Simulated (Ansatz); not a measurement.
Input file:

```
crystal:
  lattice:
    - [3.1540686901, 0.0, 0.0]
    - [-1.5770343451, 2.7315036109, 0.0]
    - [0.0, 0.0, 12.1427509846]
  atoms:
    - { symbol: W, position: [0.2252190107, 0.6666666667, 0.7499331087] }
    - { symbol: W, position: [0.7747809893, 0.3333333333, 0.2500668913] }
    - { symbol: S, position: [0.4401835172, 0.6666666667, 0.1203774713] }
    - { symbol: S, position: [0.5598444733, 0.3333333333, 0.6202447091] }
    - { symbol: S, position: [0.4401555267, 0.6666666667, 0.3797552909] }
    - { symbol: S, position: [0.5598164828, 0.3333333333, 0.8796225287] }
basis:
  ecutwfc: 420
kpoints:
  mp_grid: { grid: [12, 12, 4] }
hamiltonian:
  xc: pbe
  dispersion: d3bj
scf:
  occupations: { method: gaussian, width: 0.05 }
output:
  forces: true
  stress: true
  eigenvalues: true
  write_density: true
  write_potential: true
  elf: true
  volumetric_format: npy
```

Run with:

```sh
ansatz run input.yaml --threads 2 --pin off --max-ram 4096MiB --backend cpu --events-out ev --progress --plain --runs-dir out
```

Below, planes, directions and counts refer to the conventional cell (a = 3.15 Å, b = 12.14 Å, c = 3.15 Å, α = 90.00°, β = 120.00°, γ = 90.00°).

Space group P2₁/m; a structure from a database of computed crystals, not necessarily the ambient phase; changed on purpose from its base cell (mode 4 frozen in at -0.341 Å, equal normal strain along x, y and z +0.0000).

Theory: Ansatz 0.2.0, DFT PBE+D3(BJ), scalar-relativistic, plane waves, PAW.

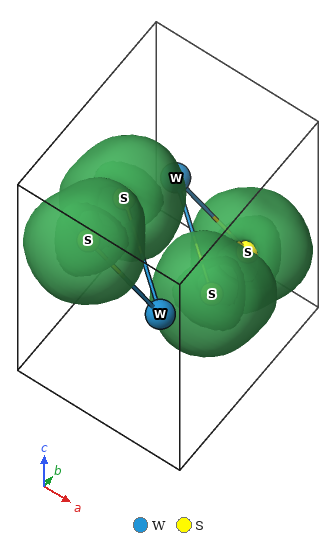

WS$_{2}$. Isosurface of the ELF at 0.75 (green), seen slightly off an axis. Only the valence region is drawn (cores and ρ < 0.01 e/Å³ removed). Sticks mark near contacts.

Core electrons are frozen (PAW), and the valence fields are smoothed inside the atomic spheres.

Q: Where are the electrons localised?

A: At this value the surface marks out four regions wrapped around S (the valence shell of each), counted in one cell of 6 atoms. Any copies at cell faces, edges or corners count once. Along the contacts the grid gives the following. W–S (2.40 Å): the ELF peaks at about 0.85 in the valence shell of S, 0.8 Å from its nucleus, and is about 0.50 at the midpoint.
